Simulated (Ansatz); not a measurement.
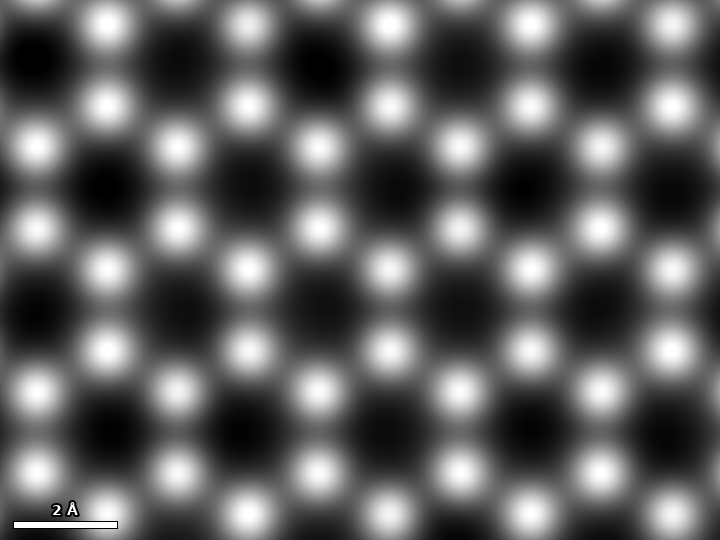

Integrated-DPC-like image of W (P6_3/mmc, No. 194). Simulated as the projected potential of neutral atoms (B = 0.8 Å²) blurred by a 0.79 Å probe, the thin-sample limit of integrated differential phase contrast. The speckle of an amorphous layer was added. Atomic positions: the geometry given to an electronic-structure calculation, possibly off equilibrium; the starting structure was generated, so it need not be a known form of this composition.

```
W
1.0
     2.74515    0.00000    0.00000
    -1.37257    2.37737    0.00000
     0.00000    0.00000    4.98076
W
2
Direct
  0.33333 0.66667 0.75000
  0.66667 0.33333 0.25000
```

Q: Along which zone axis is the crystal seen: [001], [310], [210] or [211]? (Directions equivalent by symmetry count as one.)

A: [001]. The projected cells are 2.75 × 2.75 Å, 120° for [001]; 0.90 × 4.98 Å, 90° for [310]; 1.37 × 2.49 Å, 90° for [210]; 2.20 × 2.20 Å, 103° for [211], and the image repeats as the [001] one does.
